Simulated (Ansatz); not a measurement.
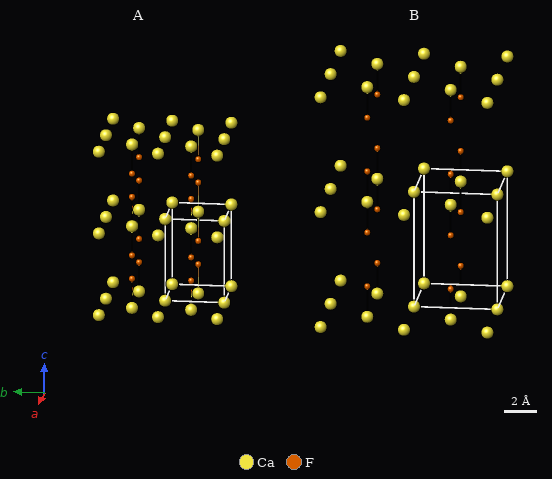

Two geometries of crystalline CaF (a generated structure, set up in P4/mmm) (coarse preliminary run), drawn at one scale. One is the start of a relaxation, the other its converged end. The picture is a ball-and-stick view of the cell of the calculation, repeated 2 × 2 × 2 with one cell outlined, seen from a free direction.

The calculation used Ansatz 0.2.0, DFT PBE, scalar-relativistic, plane waves, PAW. Settings: plane-wave cutoff 420 eV; k-point mesh 4 × 4 × 4; occupations gaussian; smearing width 0.1 eV; no spin polarisation; cell and atoms relaxed; force threshold 0.04 eV/Å; at most 70 steps.

### Which one is relaxed?

Structure B is the relaxed one. After 14 accepted moves (18 points after the start) the energy has fallen by 1786 meV per atom. Largest force component: 13 eV/Å at the start, 0.0015 eV/Å at the end. The pressure goes from 33.69 to 0.31 GPa. At 4 points the geometry stayed and the basis and grid were re-selected for the new cell (energy shift of 157 meV per atom at most each time). The largest moves relative to the cell, 0.69 Å, are those of F atoms. Ca stays in place. Cell: a = b 3.785 → 5.335 Å (+40.9 %), c 5.405 → 7.595 Å (+40.5 %). Volume +179.1 %. Near-neighbour distances that change, for instance: F–F 1.539 → 3.550 Å, Ca–Ca 2.676 → 3.772 Å, Ca–F 1.933 → 2.023 Å. The space group stays P4/mmm (No. 123).

Limits of the set-up: the k-point mesh is coarse for a cell with partly filled bands.
